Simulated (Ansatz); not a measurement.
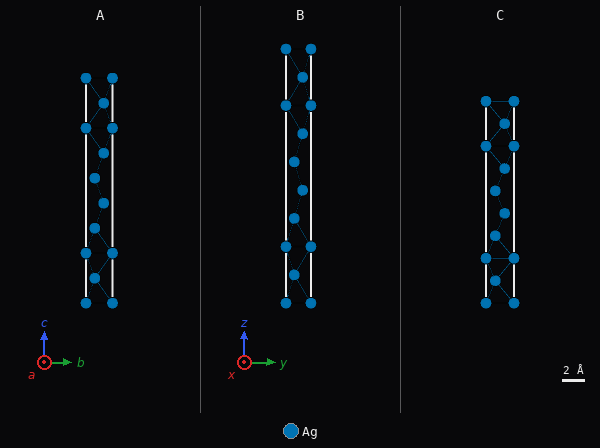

A scan of crystalline Ag (R-3m): the ratio of the cell's length along z to its lengths across, counted as 1 for the reference, is changed at fixed volume (a c/a path), with the atoms kept at their fractional coordinates. x, y and z are the Cartesian axes of the input. The picture is a ball-and-stick view of the conventional cell (3 times the calculation's cell), seen along the a axis. Lengths and directions refer to the drawn axes.

All numbers below come from DFT r2SCAN, scalar-relativistic, plane waves, PAW (Ansatz 0.2.0). Settings: plane-wave cutoff 500 eV; k-point mesh 24 × 24 × 24; occupations gaussian; smearing width 0.15 eV; no spin polarisation. Energies (free energies at the smearing named) are counted from the relaxed crystal.

### Rank the frames from lowest to highest energy.

Lowest first: A (the relative ratio 1.00, 0.0 meV/atom), C (the relative ratio 0.85, 79.4 meV/atom), B (the relative ratio 1.20, 119.5 meV/atom). Over the whole scan: of the computed points the lowest is at the relative ratio 1.00, 0.0 meV/atom. The distortion keeps the space group R-3m. At the relative ratio 1.20 the cell of the drawing goes a 2.905 → 2.733 Å, b 2.905 → 2.733 Å, c 21.322 → 24.077 Å.
